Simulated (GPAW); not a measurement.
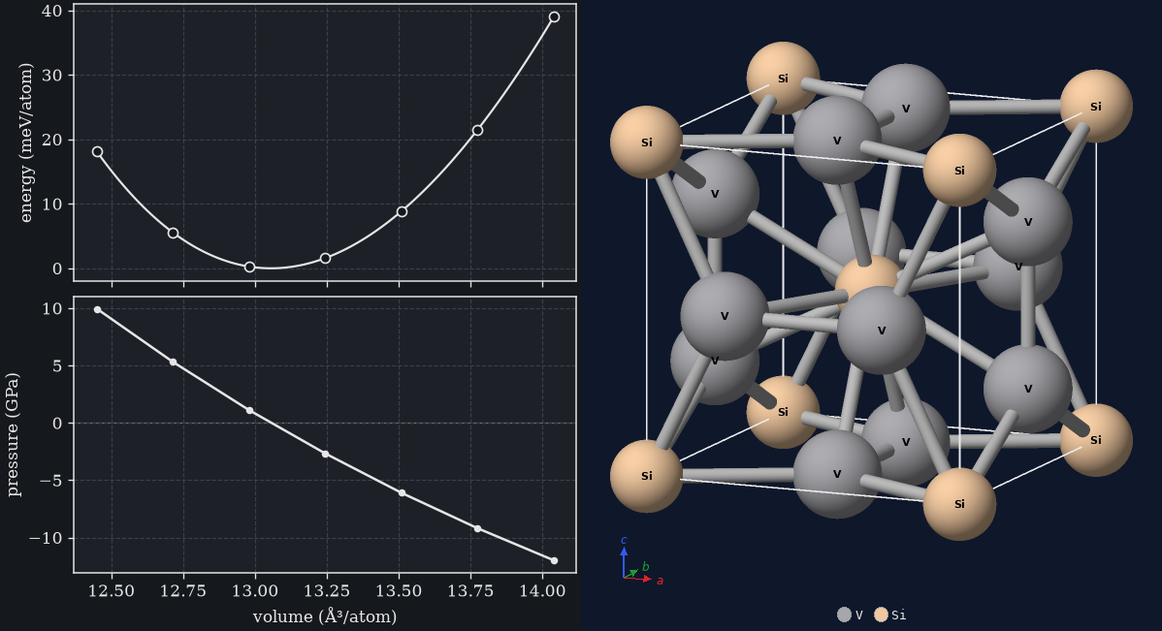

The plot gives the computed energy and pressure against volume for V₃Si, space group Pm-3n (No. 223). The conventional cell is drawn beside the plot.

Cell as given: a = 4.732 Å, b = 4.732 Å, c = 4.732 Å, α = 90.00°, β = 90.00°, γ = 90.00°; 8 atoms.

Method: PAW DFT in plane waves, on a grid or in atomic orbitals, collinear spins; energies at scaled volumes of the given cell, shape and fractions fixed, counted from the fit's minimum, third-order Birch-Murnaghan fit (GPAW 26.7.0). Level: PBE, collinear spin.

- k mesh: 4×4×4
- occupations: Fermi–Dirac
- smearing width: 0.05 eV
- potentials: GPAW PAW data sets (gpaw data 1.2.1)
- wave cutoff: 600 eV
- program settings: basis pw

**How stiff is the solid, and where is its volume at rest?**

A third-order Birch–Murnaghan fit gives V0 = 13.06 Å³/atom, B0 = 191 GPa and B′ = 4.0.

**Read off the course of the pressure.**

It falls from 9.95 GPa at volume 12.45 Å³/atom to −11.98 GPa at 14.04 Å³/atom, and changes sign near 13.06 Å³/atom.

Note: coarse k mesh.
